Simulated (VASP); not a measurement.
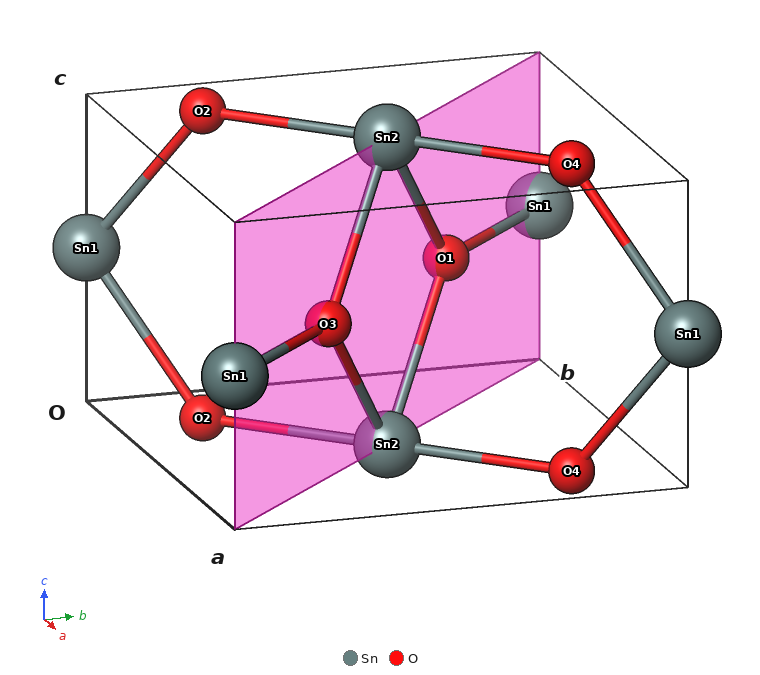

The shaded plane is a symmetry element of the crystal. Crystal: SnO₂, coordinates from a relaxation with VASP Kohn-Sham DFT of a periodic cell, PBE, VASP PAW PBE potentials, recommended, release 54 (VASP 6.6.1). The drawing is computed from the coordinates (standard cell, symmetry found to 0.002 Å).

a = 4.830 Å, b = 4.830 Å, c = 3.243 Å, α = 90.00°, β = 90.00°, γ = 90.00°.

| atom | x | y | z |
| --- | --- | --- | --- |
| Sn1 | 0.0000 | 0.0000 | 0.5000 |
| Sn2 | 0.5000 | 0.5000 | 0.0000 |
| O1 | 0.3066 | 0.6934 | 0.5000 |
| O2 | 0.1934 | 0.1934 | 0.0000 |
| O3 | 0.6934 | 0.3066 | 0.5000 |
| O4 | 0.8066 | 0.8066 | 0.0000 |

**Is it a mirror or a glide plane, and what is the operation?**

It is a mirror plane, parallel to (1 1 0), through (1/2, 1/2, 1/2): x, y, z → −y+1, −x+1, z.

**Onto which atom does it carry each atom (up to whole multiples of a, b and c)?**

Sn1 → Sn1, Sn2 → Sn2, O1 → O1, O2 → O4, O3 → O3, O4 → O2.
